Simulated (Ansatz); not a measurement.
# Ir in Ru(0001), 2x2: scattering by a point defect, part 3 of 3

Aim: the resistance that Ir in Ru(0001), 2x2 adds to the host.

Ansatz 0.2.0; Ansatz plane-wave DFT, PBE, PAW files; ballistic transport by layer matching (Landauer), zero bias; PAW set soft_1 (the session's first sound run).

So far, resistivity per at.% scaled from this dense plane, with the factor 3/4 for isotropic scattering (µΩ cm): step 3 (resistance at ideal sites) 0.559.

### Step 5. Transmission after relaxation, relaxed yes

The transmission is solved again on the relaxed atoms.

This step: Ansatz plane-wave DFT, PBE, PAW files; ballistic transport by layer matching (Landauer), zero bias; PAW set soft_1 (Ansatz 0.2.0).

Contents of input.yaml:

```yaml
crystal:
  lattice:
    - [5.4116, 0.0, 0.0]
    - [-2.7058, 4.6865830751, 0.0]
    - [0.0, 0.0, 34.2552]
  atoms:
    - { symbol: Ru, position: [0.1666666667, 0.3333333333, 0.03125] }
    - { symbol: Ru, position: [0.1666666667, 0.8333333333, 0.03125] }
    - { symbol: Ru, position: [0.6666666667, 0.3333333333, 0.03125] }
    - { symbol: Ru, position: [0.6666666667, 0.8333333333, 0.03125] }
    - { symbol: Ru, position: [0.3333333333, 0.1666666667, 0.09375] }
    - { symbol: Ru, position: [0.3333333333, 0.6666666667, 0.09375] }
    - { symbol: Ru, position: [0.8333333333, 0.1666666667, 0.09375] }
    - { symbol: Ru, position: [0.8333333333, 0.6666666667, 0.09375] }
    - { symbol: Ru, position: [0.1666666667, 0.3333333333, 0.15625] }
    - { symbol: Ru, position: [0.1666666667, 0.8333333333, 0.15625] }
    - { symbol: Ru, position: [0.6666666667, 0.3333333333, 0.15625] }
    - { symbol: Ru, position: [0.6666666667, 0.8333333333, 0.15625] }
    - { symbol: Ru, position: [0.3333333333, 0.1666666667, 0.21875] }
    - { symbol: Ru, position: [0.3333333333, 0.6666666667, 0.21875] }
    - { symbol: Ru, position: [0.8333333333, 0.1666666667, 0.21875] }
    - { symbol: Ru, position: [0.8333333333, 0.6666666667, 0.21875] }
    - { symbol: Ru, position: [0.1666666667, 0.3333333333, 0.28125] }
    - { symbol: Ru, position: [0.1666666667, 0.8333333333, 0.28125] }
    - { symbol: Ru, position: [0.6666666667, 0.3333333333, 0.28125] }
    - { symbol: Ru, position: [0.6666666667, 0.8333333333, 0.28125] }
    - { symbol: Ru, position: [0.3333629099, 0.1666370901, 0.3436657439] }
    - { symbol: Ru, position: [0.3333629099, 0.6667258198, 0.3436657439] }
    - { symbol: Ru, position: [0.8332741802, 0.1666370901, 0.3436657439] }
    - { symbol: Ru, position: [0.8333333333, 0.6666666667, 0.3436958267] }
    - { symbol: Ru, position: [0.1666666667, 0.3333333333, 0.406045047] }
    - { symbol: Ru, position: [0.1668528403, 0.8334264201, 0.4061591572] }
    - { symbol: Ru, position: [0.6665735799, 0.3331471597, 0.4061591572] }
    - { symbol: Ru, position: [0.6665735799, 0.8334264201, 0.4061591572] }
    - { symbol: Ru, position: [0.3337357647, 0.1662642353, 0.468381613] }
    - { symbol: Ru, position: [0.3337357647, 0.6674715294, 0.468381613] }
    - { symbol: Ru, position: [0.8325284706, 0.1662642353, 0.468381613] }
    - { symbol: Ru, position: [0.8333333333, 0.6666666667, 0.4684996392] }
    - { symbol: Ir, position: [0.1666666667, 0.3333333333, 0.5312198598] }
    - { symbol: Ru, position: [0.1667633951, 0.8333816976, 0.5312189442] }
    - { symbol: Ru, position: [0.6666183024, 0.3332366049, 0.5312189442] }
    - { symbol: Ru, position: [0.6666183024, 0.8333816976, 0.5312189442] }
    - { symbol: Ru, position: [0.3337385368, 0.1662614632, 0.5940589723] }
    - { symbol: Ru, position: [0.3337385368, 0.6674770735, 0.5940589723] }
    - { symbol: Ru, position: [0.8325229265, 0.1662614632, 0.5940589723] }
    - { symbol: Ru, position: [0.8333333333, 0.6666666667, 0.5939416917] }
    - { symbol: Ru, position: [0.1666666667, 0.3333333333, 0.6563903948] }
    - { symbol: Ru, position: [0.1668348092, 0.8334174046, 0.656283364] }
    - { symbol: Ru, position: [0.6665825954, 0.3331651908, 0.656283364] }
    - { symbol: Ru, position: [0.6665825954, 0.8334174046, 0.656283364] }
    - { symbol: Ru, position: [0.3333333333, 0.1666666667, 0.71875] }
    - { symbol: Ru, position: [0.3333333333, 0.6666666667, 0.71875] }
    - { symbol: Ru, position: [0.8333333333, 0.1666666667, 0.71875] }
    - { symbol: Ru, position: [0.8333333333, 0.6666666667, 0.71875] }
    - { symbol: Ru, position: [0.1666666667, 0.3333333333, 0.78125] }
    - { symbol: Ru, position: [0.1666666667, 0.8333333333, 0.78125] }
    - { symbol: Ru, position: [0.6666666667, 0.3333333333, 0.78125] }
    - { symbol: Ru, position: [0.6666666667, 0.8333333333, 0.78125] }
    - { symbol: Ru, position: [0.3333333333, 0.1666666667, 0.84375] }
    - { symbol: Ru, position: [0.3333333333, 0.6666666667, 0.84375] }
    - { symbol: Ru, position: [0.8333333333, 0.1666666667, 0.84375] }
    - { symbol: Ru, position: [0.8333333333, 0.6666666667, 0.84375] }
    - { symbol: Ru, position: [0.1666666667, 0.3333333333, 0.90625] }
    - { symbol: Ru, position: [0.1666666667, 0.8333333333, 0.90625] }
    - { symbol: Ru, position: [0.6666666667, 0.3333333333, 0.90625] }
    - { symbol: Ru, position: [0.6666666667, 0.8333333333, 0.90625] }
    - { symbol: Ru, position: [0.3333333333, 0.1666666667, 0.96875] }
    - { symbol: Ru, position: [0.3333333333, 0.6666666667, 0.96875] }
    - { symbol: Ru, position: [0.8333333333, 0.1666666667, 0.96875] }
    - { symbol: Ru, position: [0.8333333333, 0.6666666667, 0.96875] }
kpoints:
  mp_grid: { grid: [5, 5, 1] }
hamiltonian:
  xc: pbe
  pseudopotentials: { kind: paw, azcp: { folder: soft_1 } }
scf:
  occupations: { method: fermi_dirac, width: 0.1 }
output:
  transmission:
    leads: [[0, 8]]
    kmesh: [10, 10]
    e_range: [-0.05, 0.05]
    de: 0.05
  write_potential: true
  write_density: true
  volumetric_format: npy
```

Run with:

```console
$ ansatz run input.yaml --threads 4 --pin off --max-ram 15360MiB --backend cpu --events-out ev --progress --plain --runs-dir out
```

Numbers of over 12 decimals in the logs are rounded to 6 here.

Output:

```text
[...]
Crystal: 64 atoms, lattice volume = 868.777 Å³
Basis set: ecut = 420 eV, 16909 PW (Γ)
Bands: 615, of which v1, the nominal top of the filled ones, is band 513 counted from 1 (512 counted from 0)
Symmetry: 6 space group operations
[...]
k-points: 5 of 25 (time reversal used)
[...]
SCF iter   1: F=—  HF=-382337.366792 eV  |F-HF|=—  |Δ(HF+E_count)|=         —  Δρ=1.23e-1  dr2=1.30e2  ethr=3.10e-3  ⟨swp⟩=5.0  Hψ=9932  notcnv=0  defer=1
[...]
SCF iter  10: F=-382297.559557 eV  HF=-382297.559557 eV  |F-HF|=1.09e-8  |Δ(HF+E_count)|=   1.40e-8  Δρ=2.97e-7  dr2=1.13e-8  ethr=9.76e-12  ⟨swp⟩=7.2  Hψ=6755  notcnv=0
SCF 1 converged in 10 iterations: F = -382297.559557 eV  dr2 = 1.13e-8
[...]
transmission: 89 of 882 steps passed
transmission: 179 of 882 steps passed
[...]
transmission: 882 of 882 steps passed
SCF converged after 10 iterations
Free energy (F): -382297.559557 eV
[...]
Internal energy: -382295.452423 eV  (E = F + TS)
E sigma→0 (E₀):  -382296.505990 eV
Entropy (-TS):   -2.107134 eV (-32.924 meV/atom)
Fermi energy:    23.423542 eV
[...]
--- Band table (eV; the first three rows and the last of 5) ---
  k-point 0: bands = [... 509 lower, 24.1536, 24.1599, 24.1696, 24.1696, 24.1756, 24.3215, 24.3215, 24.3337, ... 98 higher]
  k-point 1: bands = [... 509 lower, 23.8726, 23.8825, 23.9261, 23.9327, 23.9347, 23.9442, 23.9455, 23.9578, ... 98 higher]
  k-point 2: bands = [... 509 lower, 23.1370, 23.1919, 23.2082, 23.2563, 23.2583, 23.4120, 23.4264, 23.4454, ... 98 higher]
  k-point 4: bands = [... 509 lower, 23.0457, 23.0560, 23.0668, 23.0690, 23.3651, 23.3850, 23.3919, 23.3954, ... 98 higher]
--- Transmission ---
  basis      : 223 plane waves across, 63 finite elements along
  points     : 14, standing for a mesh of 10 x 10
[...]
channels       : 5.280000e0 a spin
[...]
junction   : crystal 0 to crystal 0, 1.44 to 31.42 Å
    transmission   : 4.968920e0 a spin
[...]
```

Run time: 4.8 min. Hardware: 4 threads of Intel Xeon Platinum 8175M at 2.50GHz (Skylake/Cascade Lake), shared host; peak memory 8.2 GiB.

Numbers from this step:

```yaml
free_energy: -382297.5596 eV
energy_at_zero_smearing: -382296.5060 eV
transmission_per_spin_nearest_the_fermi_level: 4.969
open_channels_per_spin_nearest_the_fermi_level: 5.28
```

Per spin. Table of transmission, zone mean by energy, zero at the Fermi level:

| energy (eV) | transmission, zone mean |
| --- | --- |
| -0.0500 | 5.01 |
| 0.0000 | 4.97 |
| 0.0500 | 5.51 |

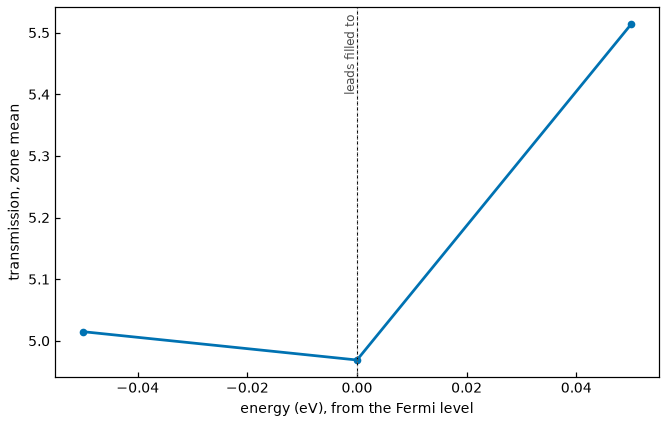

Transmission, zone mean against energy.

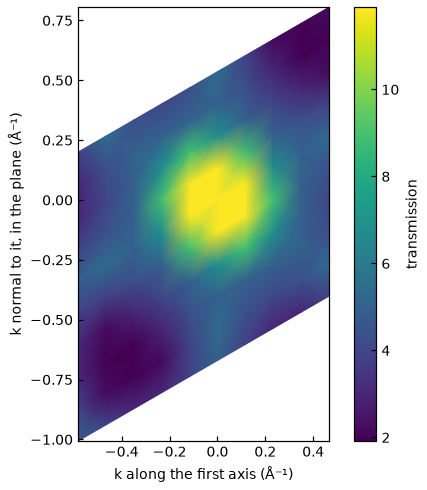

Transmission over k1 and k2. At 0.0000 eV from the Fermi level.

Over the solved energies the transmission per spin lies between 4.97 and 5.51, out of 5.5 channels of the lead on average (up to 6.06).

### Step 6. Resistance after relaxation

This step: Ansatz plane-wave DFT, PBE, PAW files; ballistic transport by layer matching (Landauer), zero bias; area resistance of the defect plane and resistivity an atomic per cent; PAW set soft_1 (Ansatz 0.2.0).

Numbers from this step:

```
area resistance                                                                                 : 0.03850 fΩ m²
T over the leads' mean channel count                                                            : 0.9392
resistivity per at.% scaled from this dense plane, with the factor 3/4 for isotropic scattering : 0.5394 µΩ cm
```

Averaged over the energies near the Fermi level, 93.9 % of the channels pass, which makes 0.0385 fΩ m², against 0.0399 on ideal sites.

### Step 7. Results

```yaml
share_of_channels_that_pass_rigid: 0.933
area_resistance_rigid: 0.0399 fΩ m²
resistivity_per_at_from_the_area_resistance_times_3_over_4_rigid: 0.559 µΩ cm
share_of_channels_that_pass_relaxed: 0.939
area_resistance_relaxed: 0.0385 fΩ m²
resistivity_per_at_from_the_area_resistance_times_3_over_4_relaxed: 0.539 µΩ cm
```

**Reading.** The plane of defects adds 0.038 fΩ m². Scaled to one atomic per cent that is 0.72 µΩ cm as it stands and 0.54 with the factor 3/4 for isotropic scattering on a spherical Fermi surface. These are rough estimates of the dilute value, not bounds. One Ir in each 2x2 cell reflects 6.1 % of the lead's channels. The relaxed cell differs by -3.6 % in resistance; between the two runs the lead's own channel count goes from 5.92 to 5.5, so sampling may have a part in it. The defects form a dense periodic sheet that scatters coherently, unlike a dilute random alloy. T and N are means over the solved energies nearest the Fermi level. Spin-orbit coupling is left out, which matters for Ir.

[Logs are printed without paths, hosts, clocks, repeated set-up lines and the standing remarks that a program may print on its own settings, such as how far it seeks lower states.]

[Hosts, paths, dates, database ids (printed as entryN), source tags and the programs' standing remarks are cut or masked in the printed files.]
